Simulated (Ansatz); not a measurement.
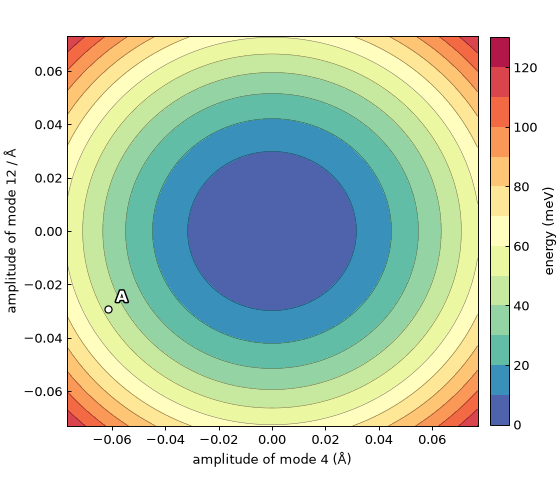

AlRu (Pm-3m, No. 221; 4 atoms in the cell). The energy is mapped over two normal modes frozen in (zone-centre modes of the 4-atom cell of this scan, which folds in the wave vector (0, 0, 1/2) of the primitive cell). Coordinates scanned: (1) amplitude of mode 4 (164 cm⁻¹), largest displacement; (2) amplitude of mode 12 (336 cm⁻¹), largest displacement. Nothing is relaxed (the cell and all other modes fixed). The scan uses an 11 × 11 grid; 36 points were computed and 85 follow by symmetry. Points are written as (first, second). All energies are given in meV per cell relative to the lowest grid point. These are results of Ansatz 0.2.0, DFT PBEsol, scalar-relativistic, plane waves, PAW, not measurements. Settings: cutoff 420 eV, k-mesh 16×16×8 in the order of the run's cell vectors, gaussian smearing 0.15 eV, no spin polarisation.

Drawn: filled contours, the point A. Between grid points the surface is interpolated.

**Which way does the force act at A, and how strong is it?**

A, at (−0.062 Å, −0.029 Å), is not a stationary point. The computed force is 1200 meV for each Å towards larger values of the first coordinate and 660 meV for each Å towards larger values of the second coordinate.

PAW datasets: the set soft_1.
